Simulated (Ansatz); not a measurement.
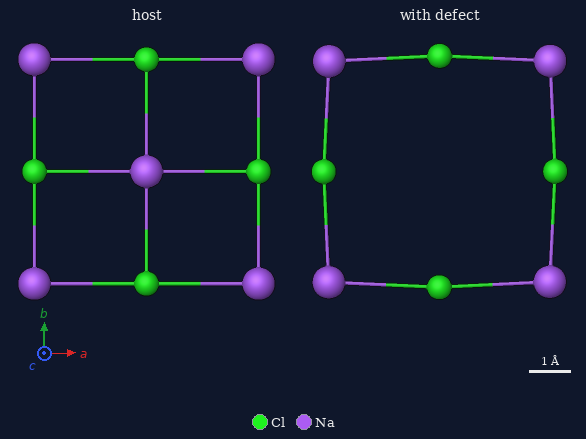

Left: perfect NaCl. Right: the same region with one point defect, after relaxing the atoms in a supercell of 64 sites. The picture is a ball-and-stick view of the atoms within 5.4 Å of one point, in a slice 3.4 Å thick across the line of sight, seen along the c axis.

Computed with DFT, PBEsol, PAW, plane waves in Ansatz 0.2.0. Set-up: plane-wave cutoff 420 eV; k-point mesh 1 × 1 × 1; mesh shifted by (0.25, 0.25, 0.25); collinear spin. Fermi-Dirac smearing of 0.01 eV. The axes drawn are those of the host's conventional cell.

Which defect is it?

Answer. A sodium atom is taken out (a vacancy).

The charge state of the cell is 0.

What does the relaxation do around it?

Answer. Around the empty Na site the host had 6 Cl at 2.80 Å; after relaxation the nearest atoms are 6 Cl at 2.89 Å. Of the host's atoms, a chlorine atom moves furthest from its site, by 0.09 Å. The cell's net moment is 0.99 μB.
